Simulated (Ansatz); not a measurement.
## Cu₁₀N: geometry relaxation (part 3 of 3)

Continued. System: Cu₁₀N (slab, 11 atoms in the cell). Method: DFT LDA, scalar-relativistic, plane waves, PAW, no spin polarisation (Ansatz 0.2.0); cutoff 420 eV, 8×8×1 k-mesh, Gaussian smearing of 0.1 eV. The structure derives from an entry of the Crystallography Open Database. The input holds or restrains some coordinates.

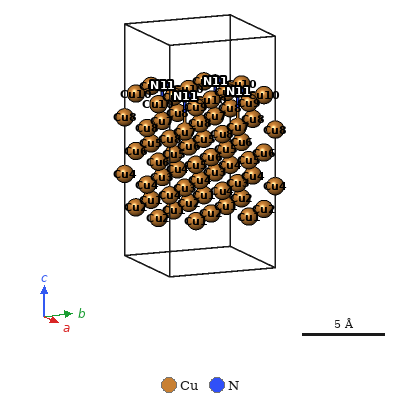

*The geometry at step 4 of the log (ball-and-stick view of the 2 × 2 repeat of the cell, with the vacuum cut short, seen slightly off an axis; atoms are numbered from 1 in the order of the input).*

## Trajectory as extended XYZ (Å, eV, eV/Å), 7 frames, from step=1 to step=7
```
11
Lattice="3.5186 0.0000 0.0000 0.0000 3.5186 0.0000 0.0000 0.0000 26.0373" Properties=species:S:1:pos:R:3:forces:R:3 step=1 energy=-65926.52024
Cu    0.0000    1.7593    8.5000    0.0000   0.0000   0.2491
Cu    1.7593    0.0000    8.5000    0.0000   0.0000   0.2491
Cu    1.7593    1.7593   10.2593    0.0000   0.0000  -0.3212
Cu    0.0000    0.0000   10.2593    0.0000   0.0000  -0.2631
Cu    0.0000    1.7593   12.0135    0.0000   0.0000   0.0197
Cu    1.7593    0.0000   12.0135    0.0000   0.0000   0.0197
Cu    1.7593    1.7593   13.7720    0.0000   0.0000  -0.4270
Cu    0.0000    0.0000   13.7720    0.0000   0.0000  -0.3498
Cu    0.0000    1.7593   15.4630    0.0000   0.0000   1.9754
Cu    1.7593    0.0000   15.4630    0.0000   0.0000   1.9754
N     1.7593    1.7593   16.4830    0.0000   0.0000  -3.1269
11
Lattice="3.5186 0.0000 0.0000 0.0000 3.5186 0.0000 0.0000 0.0000 26.0373" Properties=species:S:1:pos:R:3:forces:R:3 step=2 energy=-65926.90463
Cu    0.0000    1.7593    8.5000    0.0000   0.0000   0.2482
Cu    1.7593    0.0000    8.5000    0.0000   0.0000   0.2482
Cu    1.7593    1.7593   10.2593    0.0000   0.0000  -0.3239
Cu    0.0000    0.0000   10.2593    0.0000   0.0000  -0.2661
Cu    0.0000    1.7593   12.0167    0.0000   0.0000   0.0316
Cu    1.7593    0.0000   12.0167    0.0000   0.0000   0.0316
Cu    1.7593    1.7593   13.7749    0.0000   0.0000  -0.3455
Cu    0.0000    0.0000   13.7790    0.0000   0.0000  -0.2743
Cu    0.0000    1.7593   15.4954    0.0000   0.0000   1.6115
Cu    1.7593    0.0000   15.4954    0.0000   0.0000   1.6115
N     1.7593    1.7593   16.3869    0.0000   0.0000  -2.5729
11
Lattice="3.5186 0.0000 0.0000 0.0000 3.5186 0.0000 0.0000 0.0000 26.0373" Properties=species:S:1:pos:R:3:forces:R:3 step=3 energy=-65927.55225
Cu    0.0000    1.7593    8.5000    0.0000   0.0000   0.2700
Cu    1.7593    0.0000    8.5000    0.0000   0.0000   0.2700
Cu    1.7593    1.7593   10.2593    0.0000   0.0000  -0.3199
Cu    0.0000    0.0000   10.2593    0.0000   0.0000  -0.2475
Cu    0.0000    1.7593   12.0233    0.0000   0.0000   0.0172
Cu    1.7593    0.0000   12.0233    0.0000   0.0000   0.0172
Cu    1.7593    1.7593   13.7751    0.0000   0.0000  -0.0459
Cu    0.0000    0.0000   13.7895    0.0000   0.0000   0.0030
Cu    0.0000    1.7593   15.5914    0.0000   0.0000   0.8414
Cu    1.7593    0.0000   15.5914    0.0000   0.0000   0.8414
N     1.7593    1.7593   16.1920    0.0000   0.0000  -1.6460
11
Lattice="3.5186 0.0000 0.0000 0.0000 3.5186 0.0000 0.0000 0.0000 26.0373" Properties=species:S:1:pos:R:3:forces:R:3 step=4 energy=-65927.82448
Cu    0.0000    1.7593    8.5000    0.0000   0.0000   0.2802
Cu    1.7593    0.0000    8.5000    0.0000   0.0000   0.2802
Cu    1.7593    1.7593   10.2593    0.0000   0.0000  -0.2845
Cu    0.0000    0.0000   10.2593    0.0000   0.0000  -0.2088
Cu    0.0000    1.7593   12.0311    0.0000   0.0000  -0.0522
Cu    1.7593    0.0000   12.0311    0.0000   0.0000  -0.0522
Cu    1.7593    1.7593   13.7765    0.0000   0.0000   0.0109
Cu    0.0000    0.0000   13.8050    0.0000   0.0000  -0.0656
Cu    0.0000    1.7593   15.6292    0.0000   0.0000   0.3532
Cu    1.7593    0.0000   15.6292    0.0000   0.0000   0.3532
N     1.7593    1.7593   15.9982    0.0000   0.0000  -0.6198
11
Lattice="3.5186 0.0000 0.0000 0.0000 3.5186 0.0000 0.0000 0.0000 26.0373" Properties=species:S:1:pos:R:3:forces:R:3 step=5 energy=-65927.86598
Cu    0.0000    1.7593    8.5000    0.0000   0.0000   0.2834
Cu    1.7593    0.0000    8.5000    0.0000   0.0000   0.2834
Cu    1.7593    1.7593   10.2593    0.0000   0.0000  -0.3537
Cu    0.0000    0.0000   10.2593    0.0000   0.0000  -0.2786
Cu    0.0000    1.7593   12.0153    0.0000   0.0000   0.0472
Cu    1.7593    0.0000   12.0153    0.0000   0.0000   0.0472
Cu    1.7593    1.7593   13.7720    0.0000   0.0000   0.0152
Cu    0.0000    0.0000   13.7929    0.0000   0.0000  -0.0181
Cu    0.0000    1.7593   15.6553    0.0000   0.0000   0.1506
Cu    1.7593    0.0000   15.6553    0.0000   0.0000   0.1506
N     1.7593    1.7593   15.9391    0.0000   0.0000  -0.3276
11
Lattice="3.5186 0.0000 0.0000 0.0000 3.5186 0.0000 0.0000 0.0000 26.0373" Properties=species:S:1:pos:R:3:forces:R:3 step=6 energy=-65927.87788
Cu    0.0000    1.7593    8.5000    0.0000   0.0000   0.2899
Cu    1.7593    0.0000    8.5000    0.0000   0.0000   0.2899
Cu    1.7593    1.7593   10.2593    0.0000   0.0000  -0.3076
Cu    0.0000    0.0000   10.2593    0.0000   0.0000  -0.2362
Cu    0.0000    1.7593   12.0254    0.0000   0.0000  -0.0609
Cu    1.7593    0.0000   12.0254    0.0000   0.0000  -0.0609
Cu    1.7593    1.7593   13.7793    0.0000   0.0000  -0.0804
Cu    0.0000    0.0000   13.7865    0.0000   0.0000   0.0289
Cu    0.0000    1.7593   15.6659    0.0000   0.0000   0.0337
Cu    1.7593    0.0000   15.6659    0.0000   0.0000   0.0337
N     1.7593    1.7593   15.8598    0.0000   0.0000   0.0681
11
Lattice="3.5186 0.0000 0.0000 0.0000 3.5186 0.0000 0.0000 0.0000 26.0373" Properties=species:S:1:pos:R:3:forces:R:3 step=7 energy=-65927.87930
Cu    0.0000    1.7593    8.5000    0.0000   0.0000   0.2873
Cu    1.7593    0.0000    8.5000    0.0000   0.0000   0.2873
Cu    1.7593    1.7593   10.2593    0.0000   0.0000  -0.3272
Cu    0.0000    0.0000   10.2593    0.0000   0.0000  -0.2545
Cu    0.0000    1.7593   12.0206    0.0000   0.0000   0.0280
Cu    1.7593    0.0000   12.0206    0.0000   0.0000   0.0280
Cu    1.7593    1.7593   13.7828    0.0000   0.0000  -0.0165
Cu    0.0000    0.0000   13.7982    0.0000   0.0000   0.0009
Cu    0.0000    1.7593   15.6876    0.0000   0.0000  -0.0117
Cu    1.7593    0.0000   15.6876    0.0000   0.0000  -0.0117
N     1.7593    1.7593   15.8875    0.0000   0.0000  -0.0103
```

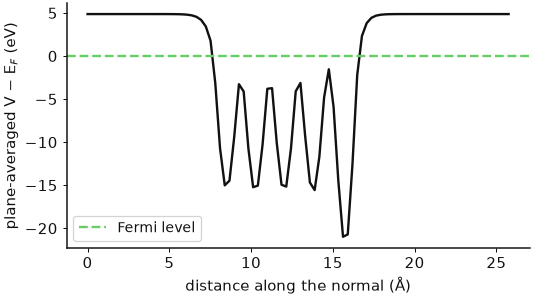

*Plane average of the electrostatic potential energy of an electron across the cell, from the Fermi level.*

The vacuum level lies 4.88 eV above the Fermi level.

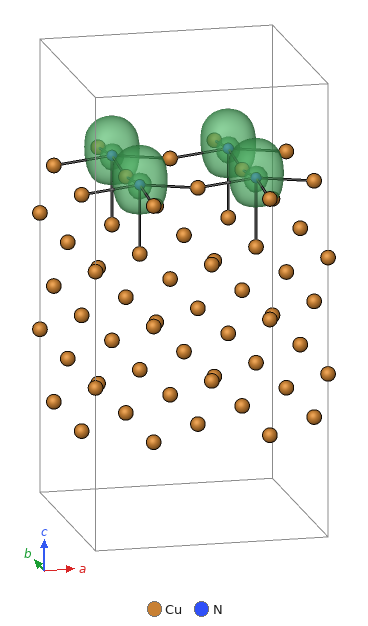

*Isosurface of the electron localisation function at 0.55 (green), seen slightly off an axis. Only the valence region is drawn (cores and ρ < 0.01 e/Å³ removed). Sticks mark near contacts.*

Counts are for one cell; the picture repeats the cell along the surface. Profiles from the grid: Cu–N (1.77 Å): the ELF is about 0.35 at the midpoint; a polar contact without a shared pair, in a metal. The fields are those of the smooth PAW valence density.

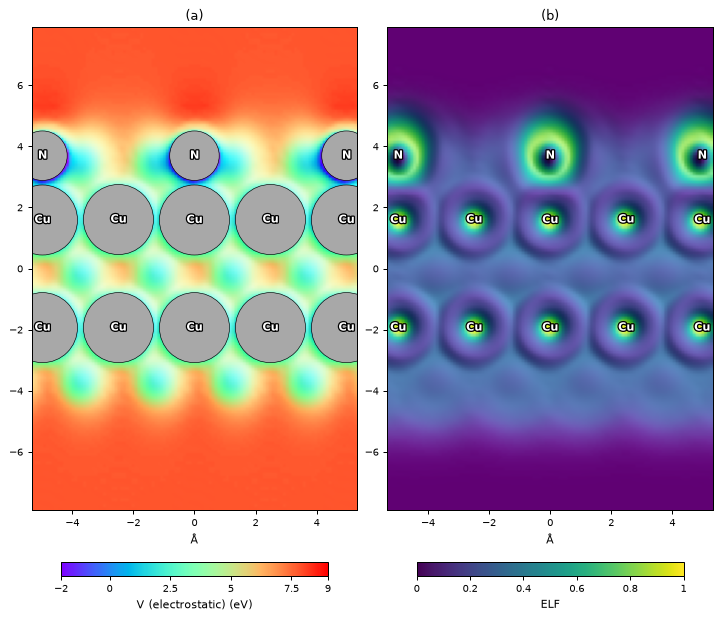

*(a) electrostatic potential (local pseudopotential plus Hartree) felt by an electron; (b) electron localisation function on the (110) plane of the calculation cell, a cut from vacuum to vacuum. Grey discs, where drawn, cover atomic cores.*

The plane passes through Cu and N nuclei. The strong features right at Cu lie inside the PAW spheres (semicore, d or f shells) and say nothing about bonding.

The run was set up as follows.

## Input
```yaml
crystal:
  lattice:
    - [3.518637985, 0.0, 0.0]
    - [0.0, 3.518637985, 0.0]
    - [0.0, 0.0, 26.03727597]
  atoms:
    - { symbol: Cu, position: [0.0, 0.5, 0.3264550412] }
    - { symbol: Cu, position: [0.5, 0.0, 0.3264550412] }
    - { symbol: Cu, position: [0.5, 0.5, 0.3940242828] }
    - { symbol: Cu, position: [0.0, 0.0, 0.3940242828] }
    - { symbol: Cu, position: [0.0, 0.5, 0.4613954451] }
    - { symbol: Cu, position: [0.5, 0.0, 0.4613954451] }
    - { symbol: Cu, position: [0.5, 0.5, 0.5289327927] }
    - { symbol: Cu, position: [0.0, 0.0, 0.5289327927] }
    - { symbol: Cu, position: [0.0, 0.5, 0.5938786001] }
    - { symbol: Cu, position: [0.5, 0.0, 0.5938786001] }
    - { symbol: "N", position: [0.5, 0.5, 0.633053205] }
basis:
  ecutwfc: 420
kpoints:
  mp_grid: { grid: [8, 8, 1] }
hamiltonian:
  xc: lda
scf:
  occupations: { method: gaussian, width: 0.1 }
output:
  forces: true
  eigenvalues: true
  write_density: true
  write_potential: true
  elf: true
  volumetric_format: npy
relax:
  adjacent_minimum: "off"
  f_tol: 0.03
  max_steps: 70
  constraints: [{ sites: [0, 1, 2, 3] }]
efield:
  axis: 3
  dipole_correction: true
```

Launch command:
```bash
ansatz run input.yaml --threads 2 --pin off --max-ram 5120MiB --backend cpu --events-out ev --progress --plain --runs-dir out
```

## Summary

| quantity | value |
| --- | --- |
| outcome | converged under the restraints of the input |
| electrons treated | 195 |
| free energy | −65927.8793 eV |
| work function, top face | 4.88 eV |
| work function, bottom face | 4.88 eV |
| Fermi energy | 3.265 eV |
| gap on the k-point mesh | none (metallic) |
| final volume | 322.36 Å³ |
| work function (upper face) | 4.88 eV |
| largest force (length of the vector) at the end, held atoms and coordinates included | 0.327 eV/Å |
| hardware | 2 threads of Intel Xeon @ 2.10GHz (Emerald Rapids), 189 GiB of memory available, shared host |
| wall time | 6 min (CPU time 12 min) |
| peak memory | 0.95 GiB |

## Remarks

Warnings of the run: the exchange-correlation potential is rough where the density is thin. The cell holds an odd number of electrons but the run has no spin polarisation, so it comes out as a metal.
